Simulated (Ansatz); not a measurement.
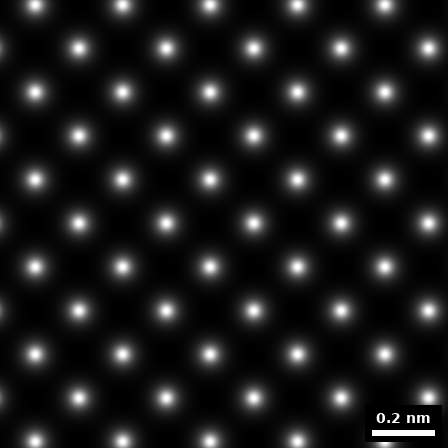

Map of the projected electrostatic potential of a crystal. Computed as the sum of neutral-atom potentials (tabulated electron scattering factors, B = 0.3 Å²) projected along the beam and smoothed by 0.25 Å; brighter is more positive.

### Measure the repeat of the pattern.

The pattern repeats on a square net with a repeat of 2.0 Å.

### Which plane group does this projection have?

p4mm: fourfold points with mirror lines through them along the axes and the diagonals.

### How many columns does the smallest repeating cell hold, and how many levels of brightness?

1 column in the primitive cell of 4.0 Å², all of one brightness.

The crystal is Mo (Fd-3m, No. 227) seen along [001]. Structure: coordinates from a relaxation with DFT, PBE, plane waves (420 eV) with PAW, scalar-relativistic (Ansatz 0.2.0); the starting structure was generated, so it need not be a known form of this composition.
